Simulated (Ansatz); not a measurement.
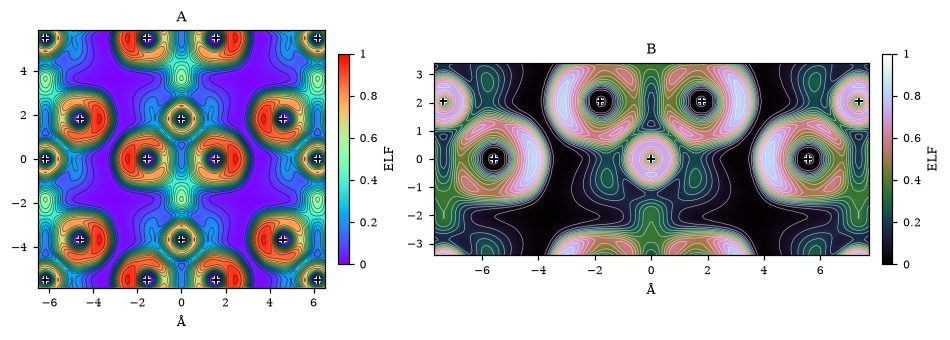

The electron localisation function of 2 systems, each on a plane through atoms (crosses mark nuclei in the plane).

Computed with DFT, r2SCAN with spin-orbit coupling, plane waves, PAW in Ansatz 0.2.0.

System 1: Te2Mo, the (110) plane of the conventional cell. Space group P6₃/mmc; started from the 2H (MoS2) bulk prototype, which need not be the ambient phase; changed on purpose from its base cell (uniaxial z strain +4.0%).

```
Mo Te
1.0
     3.54213    0.00000    0.00000
    -1.77107    3.06758    0.00000
     0.00000    0.00000   14.74374
Mo Te
2 4
Direct
  0.33333 0.66667 0.25000
  0.66667 0.33333 0.75000
  0.66667 0.33333 0.37202
  0.66667 0.33333 0.12798
  0.33333 0.66667 0.87202
  0.33333 0.66667 0.62798
```

System 2: WS2, the (110) plane of the conventional cell. Space group P6₃/mmc; started from the 2H (MoS2) bulk prototype, which need not be the ambient phase; changed on purpose from its base cell (uniaxial z strain -1.0%).

### Match each panel to its system.

Panel A is system 2, WS2: the plane holds W and S. W–S (2.41 Å): the ELF peaks at about 0.85 in the valence shell of S, 0.8 Å from its nucleus, and is about 0.50 at the midpoint. Panel B is system 1, Te2Mo: the plane holds Mo and Te. Te–Mo (2.72 Å): the ELF is about 0.55 at the midpoint.
